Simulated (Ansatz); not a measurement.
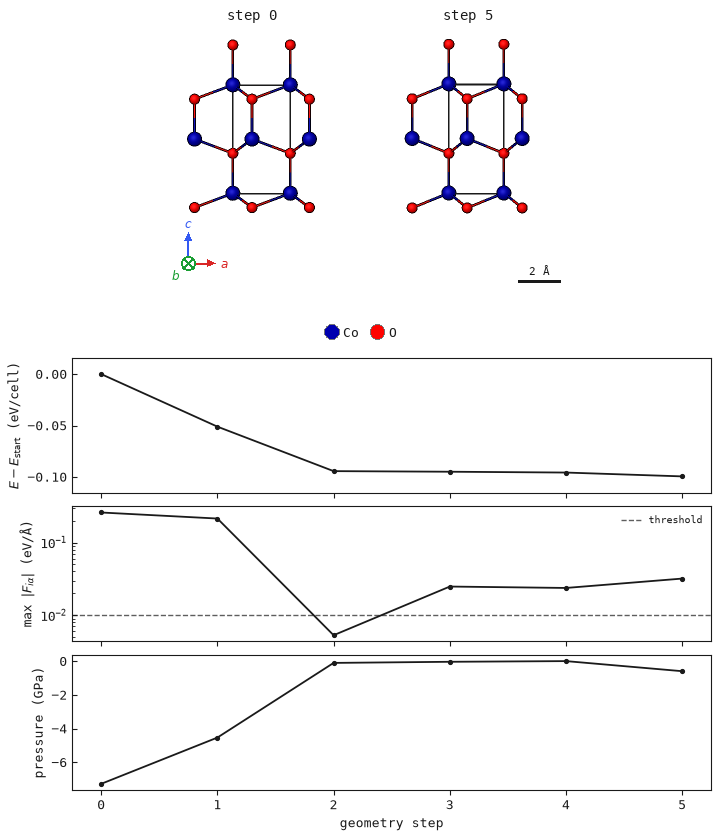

First and last geometry of a relaxation of a crystal of CoO (set up in P3m1), with the history of the run. The picture is a ball-and-stick view of the cell of the calculation, seen along the b axis.

Case: ferromagnetic.

These are results of Ansatz 0.2.0, DFT PBEsol, scalar-relativistic, plane waves, PAW, not measurements. (plane-wave cutoff 420 eV; k-point mesh 18 × 18 × 8; occupations gaussian; smearing width 0.1 eV; collinear spin; cell and atoms relaxed; force threshold 0.01 eV/Å; at most 60 steps)

Read the history and describe the run.

Answer. The run was cut off at its time limit before the relaxation converged, so the last structure is only a point on the way. Over 5 geometry steps the energy falls by 99.5 meV per cell of the calculation. Largest force component: 0.26 eV/Å at the start, 0.032 eV/Å at the end. The pressure goes from −7.28 to −0.59 GPa. The largest moves relative to the cell, 0.014 Å, are those of Co and O atoms. Largest moves by element: Co 0.014 Å, O 0.013 Å. The volume changes by −7.6 %, with a = b 3.198 → 3.063 Å (−4.2 %), c 5.229 → 5.262 Å (+0.6 %). Near-neighbour distances that change, for instance: Co–O 1.971 → 1.910 Å, Co–O 1.925 → 1.911 Å. The space group stays P6_3mc (No. 186). Cost: 7.7 min on 1 thread of Intel(R) Xeon(R) Platinum 8488C (Sapphire Rapids), on a shared host, peak memory 0.83 GiB.
